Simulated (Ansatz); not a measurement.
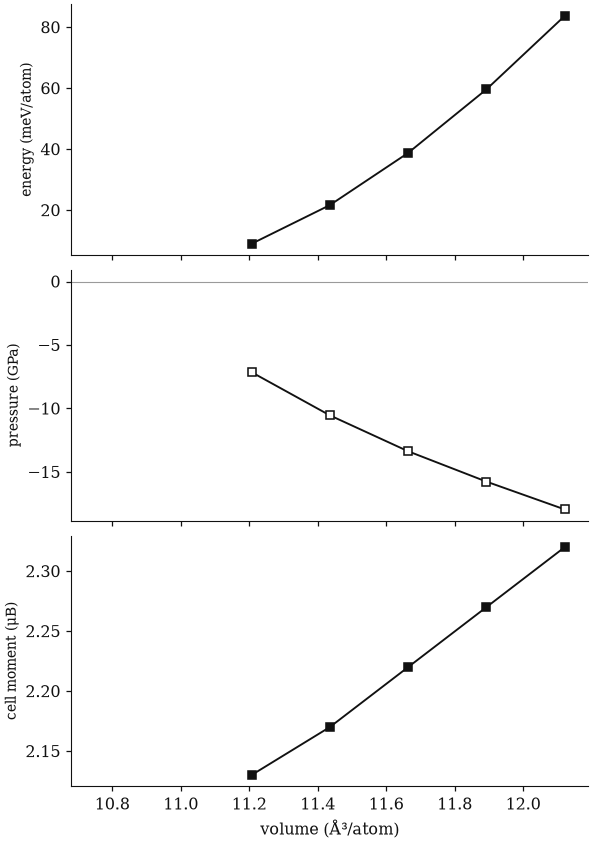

The figure shows the energy, pressure and cell moment against volume for Fe, space group Fmmm (No. 69).

Cell as given: a = 2.763 Å, b = 2.471 Å, c = 2.453 Å, α = 68.26°, β = 56.19°, γ = 55.55°; 1 atom.

Calculation (Ansatz 0.2.0): all-electron LAPW DFT, collinear spins; energies at scaled volumes of the given cell, shape and fractions fixed, counted from the fit's minimum, third-order Birch-Murnaghan fit. Level: PBEsol, collinear spin.

k mesh 13×13×13; occupations Fermi–Dirac; smearing width 0.05 eV; potentials all electron LAPW, scalar relativistic; program settings basis error eV/atom 0.001.

The points at volume 10.75 Å³/atom and 10.98 Å³/atom are left out of the plot. What values does the calculation give there?

| volume (Å³/atom) | energy (meV/atom) | pressure (GPa) | cell moment (μB) |
| --- | --- | --- | --- |
| 10.75 | 0.34 | 1.50 | 2.06 |
| 10.98 | 1.57 | −3.11 | 2.09 |

Note: shape and atomic fractions are frozen while scaling, which makes layered, chain and framework solids too stiff.
